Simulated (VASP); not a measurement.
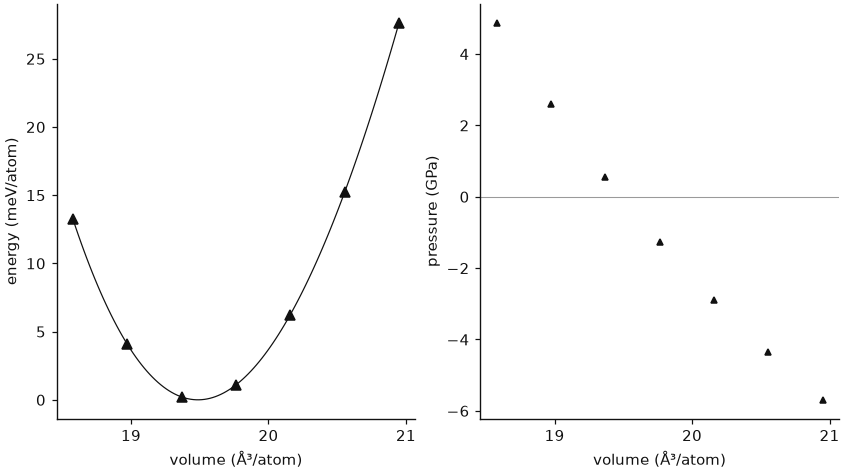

The figure shows the energy and pressure against volume for As, space group Pm-3m (No. 221).

Cell as given: a = 2.704 Å, b = 2.704 Å, c = 2.704 Å, α = 90.00°, β = 90.00°, γ = 90.00°; 1 atom.

How it was computed, with VASP 6.6.1: plane-wave DFT, no spin polarisation; energies at scaled volumes of the given cell, shape and fractions fixed, counted from the fit's minimum, third-order Birch-Murnaghan fit. Level: PBEsol.

k mesh 10×10×10; occupations Fermi–Dirac; smearing width 0.05 eV; potentials VASP PAW PBE potentials, recommended; wave cutoff 520 eV.

Q: Give the fitted equation-of-state parameters.

A: A third-order Birch–Murnaghan fit gives V0 = 19.49 Å³/atom, B0 = 91.8 GPa and B′ = 4.3.

Q: How does the pressure vary with volume?

A: It falls from 4.88 GPa at volume 18.58 Å³/atom to −5.69 GPa at 20.95 Å³/atom, and changes sign near 19.49 Å³/atom.
